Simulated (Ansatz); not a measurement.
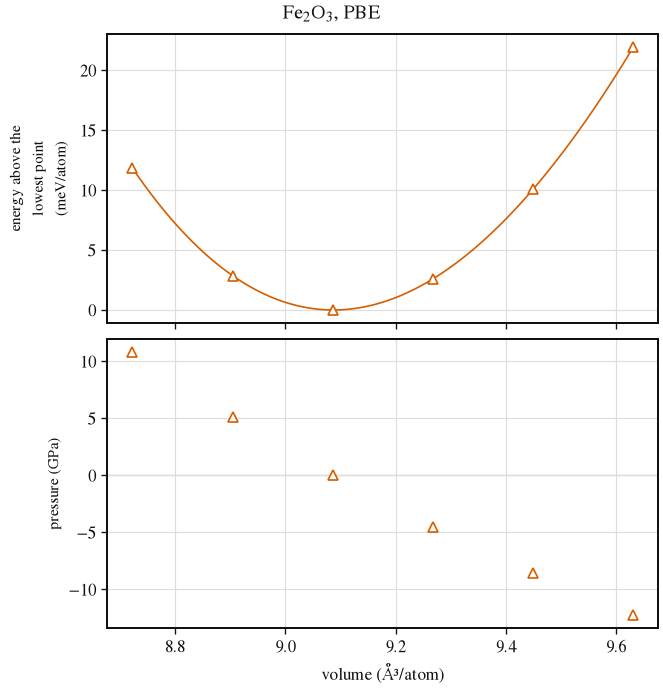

The picture above shows the energy above the lowest point and pressure against volume for Fe₂O₃, space group Pn-3m (No. 224) (one of a set of cubic test structures, which need not be the stable phase).

How it was computed, with Ansatz 0.2.0 development build: equation of state of a cubic crystal from periodic Kohn-Sham density functional theory without spin, third-order Birch-Murnaghan fit to the free energies; pressure corrected for the finite basis. Level: PBE.

- structure type: cubic X2O3
- atoms in cell: 10
- space group number: 224
- lattice centring: simple cubic
- k mesh: 12×12×12
- occupation method: Fermi–Dirac
- occupation width: 0.06123 eV
- wave cutoff: 930 eV
- datasets: hand-made PAW
- density tolerance: 1e−09 eV
- bands: 60
- density cutoff ratio: 5
- search for lower states: default

What equilibrium volume and bulk modulus follow from the curve?

A third-order Birch–Murnaghan fit gives V0 = 9.09 Å³/atom, B0 = 240 GPa and B′ = 4.6.

Read off the course of the pressure.

It falls from 10.8 GPa at volume 8.7226 Å³/atom to −12.2 GPa at 9.6313 Å³/atom, and changes sign near 9.09 Å³/atom.

Note: cubic model structure, not the ambient form; modest k-mesh, values are not fully converged in k; no spin polarisation, a magnetic state may lie lower.
